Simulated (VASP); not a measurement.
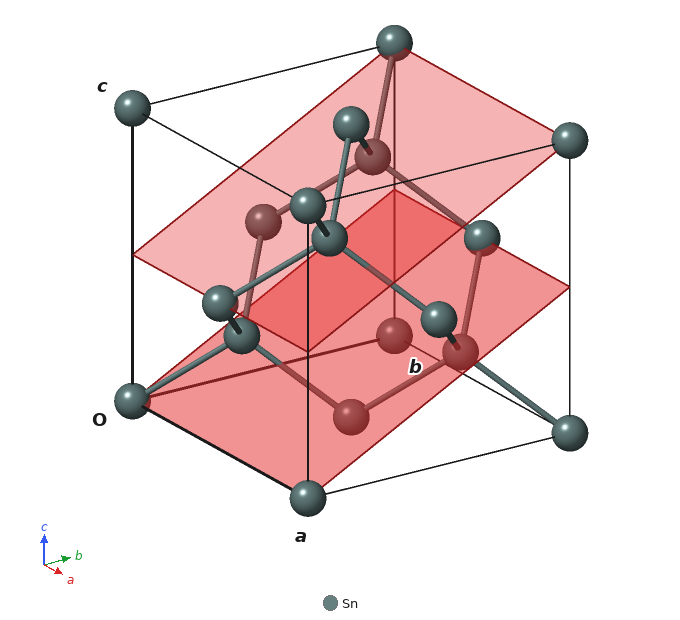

Every member of one family of equally spaced planes, hx + ky + lz = a whole number, that cuts the unit cell is shaded (one member passes through the origin O). Crystal: Sn, coordinates from a relaxation with VASP, VASP Kohn-Sham DFT of a periodic cell, r2SCAN, VASP PAW PBE potentials, recommended. Symmetry computed with spglib at a tolerance of 0.002 Å; standard conventional cell.

a = 6.567 Å, b = 6.567 Å, c = 6.567 Å, α = 90.00°, β = 90.00°, γ = 90.00°.

Q: What are the Miller indices?

A: (0 1 −2); the opposite sign names the same planes. The member next to the origin meets the axes a never, b at 1, c at −1/2.

Q: What is the spacing?

A: d = 2.937 Å.

Q: Which atoms of the cell lie in these planes (within 0.03 Å)?

A: 2 of the 8 Sn.

Q: The space group is No. 227, Fd-3m, origin choice 1. How many reflections hkl are equivalent to this one (itself included), and does it occur?

A: 24 reflections are equivalent in the Laue class m-3m. The reflection is systematically absent, by the centring.
